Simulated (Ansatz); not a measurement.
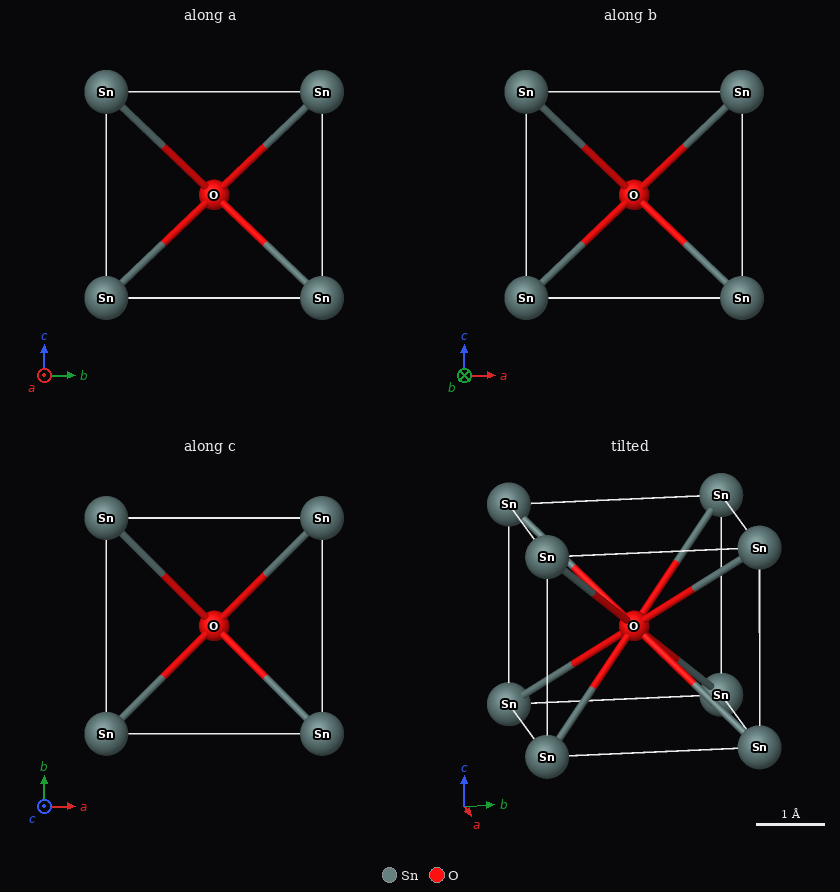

Shown here is a ball-and-stick view of the crystal, taken along the a axis, along the b axis, along the c axis and slightly off an axis. The parallelepiped is the conventional unit cell.

Lattice parameters: a = 3.186 Å, b = 3.186 Å, c = 3.044 Å, α = 90.00°, β = 90.00°, γ = 90.00°.

Question: Express the structure as a table of Wyckoff sites.

Answer: Space group P4/mmm (No. 123).
```tsv
atom	site	x	y	z
Sn	1a	0.0000	0.0000	0.0000
O	1d	0.5000	0.5000	0.5000
```

The starting point was a structure type filled with these elements by a generator (whether the compound takes this form wasn't checked). The cell was then strained or its atoms displaced on purpose. An electronic-structure calculation with Ansatz was run on it.
